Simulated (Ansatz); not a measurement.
## What a change does: single-point calculation on Pt

System: Pt (Immm, 1 atom in the cell).
Method of the first run: DFT PBE, scalar-relativistic, plane waves, PAW, no spin polarisation (Ansatz 0.2.0).

The structure derives from an entry of the Crystallography Open Database. Text and figures count atoms from 1; the logs count them from 0 in places.

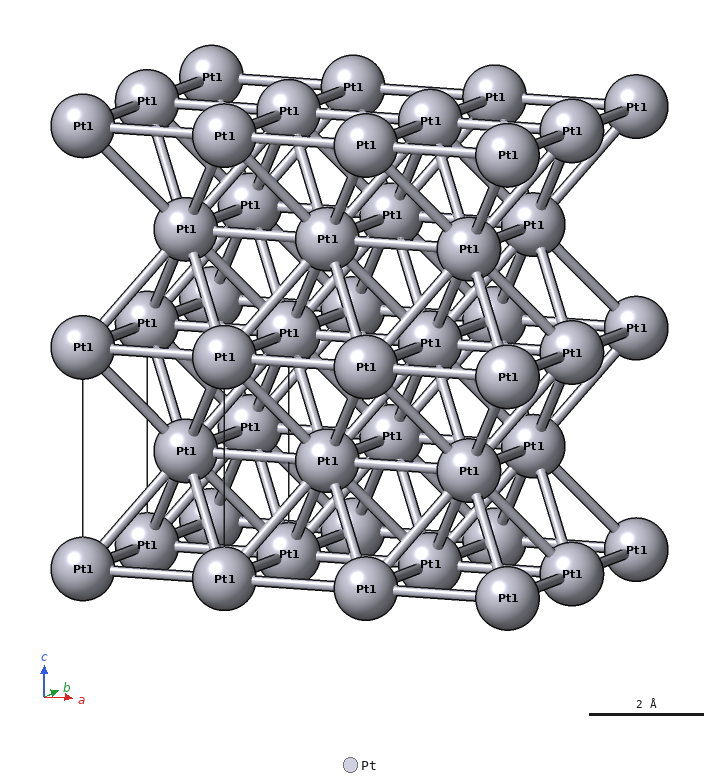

Fig. 1: The input geometry (ball-and-stick view of the cell 2 times as large as that of the calculation, set on its symmetry axes, repeated 3 × 2 × 2, seen slightly off an axis; atoms are numbered from 1 in the order of the input). Near neighbours in the crystal (not all of them lie inside the picture): Pt has 12 Pt at 2.72 to 2.89 Å.

The input, the first run:
```yaml
crystal:
  lattice:
    - [-0.0595516516, 1.985055054, 1.985055054]
    - [1.985055054, -0.0595516516, 1.985055054]
    - [1.9255034024, 1.9255034024, 0.0]
  atoms:
    - { symbol: Pt, position: [0.0, 0.0, 0.0] }
basis:
  ecutwfc: 420
kpoints:
  mp_grid: { grid: [26, 26, 26] }
hamiltonian:
  xc: pbe
scf:
  occupations: { method: gaussian, width: 0.15 }
output:
  forces: true
  stress: true
  eigenvalues: true
```

Hardware: 1 thread of an Arm (aarch64) CPU, shared host.

Output, shortened to warnings, some set-up lines, iterations and results (the first run):
```
Basis set: ecut = 420 eV, 307 PW (Γ), exchange–correlation on 40×40×40 points (8 copies of the dense FFT grid, shifted against one another)
Symmetry: 8 space group operations
k-points: 2471 of 17576
Initial density: superposition of atomic densities (neutral atoms: chi_scale 0, normalization atom), corrected by the library's trained network
[...]
SCF iter   1: F=—  HF=-12523.012724 eV  |F-HF|=—  |Δ(HF+E_count)|=         —  Δρ=3.98e-3  dr2=5.30e-4  ethr=1.77e-3  ⟨swp⟩=5.0  Hψ=170305  notcnv=0
SCF iter   2: F=—  HF=-12523.013067 eV  |F-HF|=—  |Δ(HF+E_count)|=   3.43e-4  Δρ=2.07e-3  dr2=1.41e-4  ethr=2.94e-6  ⟨swp⟩=1.8  Hψ=60090  notcnv=0
SCF iter   3: F=—  HF=-12523.013226 eV  |F-HF|=—  |Δ(HF+E_count)|=   1.58e-4  Δρ=3.30e-4  dr2=1.46e-5  ethr=7.84e-7  ⟨swp⟩=2.0  Hψ=44408  notcnv=0
SCF iter   4: F=—  HF=-12523.013219 eV  |F-HF|=—  |Δ(HF+E_count)|=   6.54e-6  Δρ=1.08e-4  dr2=4.18e-7  ethr=8.11e-8  ⟨swp⟩=2.0  Hψ=44561  notcnv=0
SCF iter   5: F=-12523.013220 eV  HF=-12523.013220 eV  |F-HF|=1.68e-8  |Δ(HF+E_count)|=   6.75e-7  Δρ=1.78e-5  dr2=1.00e-8  ethr=2.32e-9  ⟨swp⟩=2.4  Hψ=51709  notcnv=0
SCF iter   6: F=-12523.013220 eV  HF=-12523.013220 eV  |F-HF|=1.84e-10  |Δ(HF+E_count)|=   1.83e-8  Δρ=2.55e-6  dr2=5.44e-10  ethr=5.58e-11  ⟨swp⟩=1.6  Hψ=104243  notcnv=0
SCF 1 converged in 6 iterations: F = -12523.013220 eV  dr2 = 5.44e-10
SCF converged after 6 iterations
Free energy (F): -12523.013220 eV
Harris-Foulkes:  -12523.013220 eV  (|F-HF|=1.84e-10)
Internal energy: -12522.992648 eV  (E = F + TS)
E sigma→0 (E₀):  -12523.002934 eV
Entropy (-TS):   -0.020572 eV (-20.572 meV/atom)
Fermi energy:    22.303866 eV
--- Per-component energies (eV) ---
  E_band       = -145.007522
  E_kinetic    = 637.154796
  E_local      = -1510.288075  (includes V_loc(G=0)·N_el)
  E_nonlocal   = 199.810934
  E_hartree    = 559.649159
  E_xc         = -261.646649
  E_vxc        = -302.662583  (∫ρ·V_xc dr)
  E_paw        = -9453.914555  (= ΣΔE_a)
  E_vpaw       = -288.321941  (= ΣTr[D̂ρ^β])
  E_aug_tail   = 0.000204  (compensation charges beyond the density's cutoff)
  E_ewald      = -2693.758463
  E_smearing   = -0.020572  (= −TS)
  E_closure    = 0.000000  (closes the sum)
  Σ components = -12523.013220   (vs F -12523.013220, Δ=0.00e0)
--- Forces (eV/Å), atoms counted from 1 ---
  atom   1  Pt     0.00000000    -0.00000000    -0.00000000
  max |Σ_I F_I| component: 3.70e-32 eV/Å
--- Stress (GPa, compression-positive) ---
        1.967787       4.315784       0.000000
        4.315784       1.967787       0.000000
        0.000000       0.000000      -0.897462
  P = ⅓ Tr σ = 1.0127 GPa (10.127 kbar)
```

The input of the second run differs as follows (lines with − go, lines with + come):
```diff
-    - [-0.0595516516, 1.985055054, 1.985055054]
-    - [1.985055054, -0.0595516516, 1.985055054]
-    - [1.9255034024, 1.9255034024, 0.0]
+    - [0.0446637387, 1.985055054, 1.985055054]
+    - [1.985055054, 0.0446637387, 1.985055054]
+    - [2.0297187927, 2.0297187927, 0.0]
```

Predict how the results change.

With the same functional and potentials, the second run lies 5.5 meV per atom lower. The pressure goes from 1.01 to 0.60 GPa. The number of SCF iterations is the same. The plane waves at Γ go from 307 to 311.

Output, shortened to warnings, some set-up lines, iterations and results (the second run):
```
Basis set: ecut = 420 eV, 311 PW (Γ), exchange–correlation on 40×40×40 points (8 copies of the dense FFT grid, shifted against one another)
Symmetry: 8 space group operations
k-points: 2471 of 17576
Initial density: superposition of atomic densities (neutral atoms: chi_scale 0, normalization atom), corrected by the library's trained network
[...]
SCF iter   1: F=—  HF=-12523.018166 eV  |F-HF|=—  |Δ(HF+E_count)|=         —  Δρ=3.75e-3  dr2=4.38e-4  ethr=1.77e-3  ⟨swp⟩=5.0  Hψ=170044  notcnv=0
SCF iter   2: F=—  HF=-12523.018532 eV  |F-HF|=—  |Δ(HF+E_count)|=   3.65e-4  Δρ=1.98e-3  dr2=1.22e-4  ethr=2.43e-6  ⟨swp⟩=2.1  Hψ=62611  notcnv=0
SCF iter   3: F=—  HF=-12523.018695 eV  |F-HF|=—  |Δ(HF+E_count)|=   1.64e-4  Δρ=2.97e-4  dr2=1.20e-5  ethr=6.79e-7  ⟨swp⟩=2.0  Hψ=44257  notcnv=0
SCF iter   4: F=—  HF=-12523.018691 eV  |F-HF|=—  |Δ(HF+E_count)|=   4.37e-6  Δρ=9.59e-5  dr2=3.45e-7  ethr=6.69e-8  ⟨swp⟩=2.1  Hψ=44733  notcnv=0
SCF iter   5: F=-12523.018691 eV  HF=-12523.018691 eV  |F-HF|=1.60e-8  |Δ(HF+E_count)|=   5.19e-7  Δρ=1.74e-5  dr2=1.08e-8  ethr=1.92e-9  ⟨swp⟩=2.1  Hψ=48085  notcnv=0
SCF iter   6: F=-12523.018691 eV  HF=-12523.018691 eV  |F-HF|=1.11e-10  |Δ(HF+E_count)|=   1.74e-8  Δρ=2.21e-6  dr2=3.75e-10  ethr=5.99e-11  ⟨swp⟩=1.3  Hψ=104283  notcnv=0
SCF 1 converged in 6 iterations: F = -12523.018691 eV  dr2 = 3.75e-10
SCF converged after 6 iterations
Free energy (F): -12523.018691 eV
Harris-Foulkes:  -12523.018691 eV  (|F-HF|=1.11e-10)
Internal energy: -12522.997123 eV  (E = F + TS)
E sigma→0 (E₀):  -12523.007907 eV
Entropy (-TS):   -0.021568 eV (-21.568 meV/atom)
Fermi energy:    22.294401 eV
--- Per-component energies (eV) ---
  E_band       = -145.155667
  E_kinetic    = 637.090360
  E_local      = -1509.922433  (includes V_loc(G=0)·N_el)
  E_nonlocal   = 199.808221
  E_hartree    = 559.404275
  E_xc         = -261.626551
  E_vxc        = -302.635746  (∫ρ·V_xc dr)
  E_paw        = -9453.905470  (= ΣΔE_a)
  E_vpaw       = -288.305465  (= ΣTr[D̂ρ^β])
  E_aug_tail   = 0.000203  (compensation charges beyond the density's cutoff)
  E_ewald      = -2693.845729
  E_smearing   = -0.021568  (= −TS)
  E_closure    = 0.000000  (closes the sum)
  Σ components = -12523.018691   (vs F -12523.018691, Δ=0.00e0)
--- Forces (eV/Å), atoms counted from 1 ---
  atom   1  Pt     0.00000000     0.00000000    -0.00000000
  max |Σ_I F_I| component: 1.23e-32 eV/Å
--- Stress (GPa, compression-positive) ---
        1.148467      -3.095342      -0.000000
       -3.095342       1.148467       0.000000
       -0.000000       0.000000      -0.495890
  P = ⅓ Tr σ = 0.6003 GPa (6.003 kbar)
```

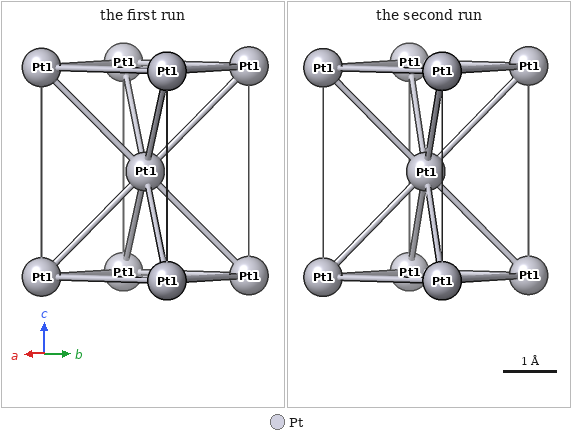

Fig. 2: The two input geometries at one scale (ball-and-stick view of the cell 2 times as large as that of the calculation, set on its symmetry axes, seen at an oblique angle). No atom moves by more than 0.005 Å relative to the cell. The drawn cell changes at constant volume: a 2.723 → 2.870 Å (+5.4 %), b 2.892 → 2.744 Å (−5.1 %), c stays at 3.970 Å. Among the contacts that change: Pt1–Pt1 2.723 → 2.870 Å.

The two runs side by side:

| quantity | the first run | the second run |
| --- | --- | --- |
| outcome | converged | converged |
| free energy per atom (eV) | −12523.0132 | −12523.0187 |
| energy per atom, smearing taken to zero (eV) | −12523.0029 | −12523.0079 |
| gap on the mesh (eV) | 0.00 | 0.00 |
| pressure (GPa) | 1.01 | 0.60 |
| volume per atom (Å³) | 15.63 | 15.64 |
| largest force (eV/Å) | 0.000 | 0.000 |
| SCF iterations | 6 | 6 |
| irreducible k-points | 2471 | 2471 |
| plane waves at Γ | 307 | 311 |
| wall time (shared host) | 30 s | 33 s |

For both runs: Spin–orbit coupling is left out, which matters for Pt.
